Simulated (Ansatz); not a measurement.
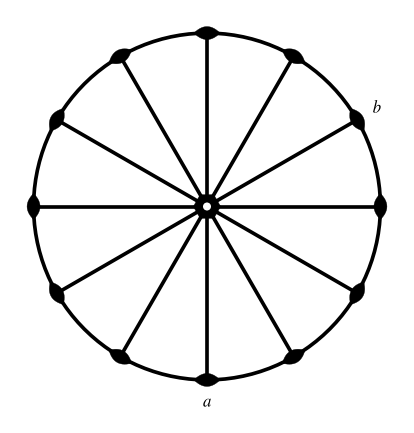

Stereographic projection: heavy lines are mirror planes (a heavy rim: a mirror in the plane of the page); lens, triangle, square and hexagon are 2-, 3-, 4- and 6-fold axes, a lens in an open square is −4, a triangle in an open hexagon −6; thin dashed diameters join the ends of axes that lie in the page; a small open circle marks inversion. The c axis points at the viewer. Computed from the symmetry operations of a computed or model structure of composition N.

### Which point group is this?

6/mmm (D6h), order 24, hexagonal system: one sixfold axis, six twofold axes, seven mirror planes, an inversion centre.

### Can such a crystal be piezoelectric, pyroelectric or chiral?

It is centrosymmetric, so neither piezoelectric nor pyroelectric; it is not chiral.
